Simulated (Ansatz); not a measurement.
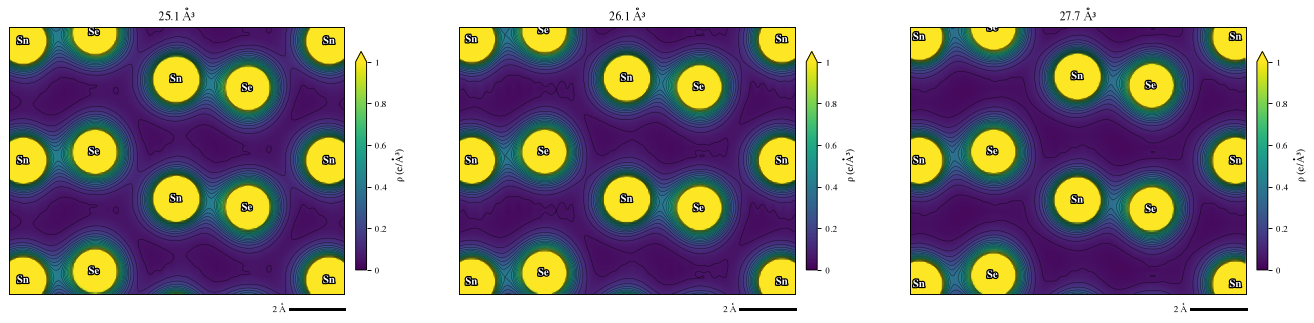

SnSe. The valence charge density (pseudo) of cells scaled evenly to different volumes (given per atom above each panel), on the (010) plane of each (indices in the axes of the cell below), at one length scale and on one colour scale.

Theory: Ansatz 0.2.0, Kohn-Sham DFT of a periodic cell, PBE with D3(BJ), Ansatz PAW.

The density is the valence pseudo-density of a PAW calculation; it isn't the true density close to the nuclei.

The largest cell:

```yaml
crystal:
  lattice:
    - [11.57028, 0.00000, 0.00000]
    - [0.00000, 4.24514, 0.00000]
    - [0.00000, 0.00000, 4.51869]
  atoms:
    - { symbol: Sn, position: [0.87700, 0.75000, 0.90900] }
    - { symbol: Sn, position: [0.62300, 0.25000, 0.40900] }
    - { symbol: Sn, position: [0.37700, 0.75000, 0.59100] }
    - { symbol: Sn, position: [0.12300, 0.25000, 0.09100] }
    - { symbol: Se, position: [0.64300, 0.75000, 0.98400] }
    - { symbol: Se, position: [0.85700, 0.25000, 0.48400] }
    - { symbol: Se, position: [0.14300, 0.75000, 0.51600] }
    - { symbol: Se, position: [0.35700, 0.25000, 0.01600] }
```

| volume (Å³/atom) | Sn–Se contact in the plane (Å) | ρ at its midpoint (e/Å³) | pressure (GPa) | gap on the mesh (eV) | 
| --- | --- | --- | --- | --- |
| 25.08 | 2.638 | 0.425 | 4.0 | 0.53 | 
| 25.61 | 2.657 | ? | ? | ? | 
| 26.14 | 2.675 | 0.409 | 1.3 | 0.53 | 
| 27.74 | 2.729 | 0.380 | −1.6 | 0.57 | 

> What values belong in the row with question marks?

Over the known rows ln ρ falls by 1.24 per Å of Sn–Se distance (a least-squares line), which gives 0.416 e/Å³ at 2.657 Å; the calculation gives 0.420 e/Å³. For the pressure, a straight line in volume between the neighbouring rows gives 2.6 GPa; the calculation gives 2.6. For the gap on the mesh, a straight line in volume between the neighbouring rows gives 0.53 eV; the calculation gives 0.53.
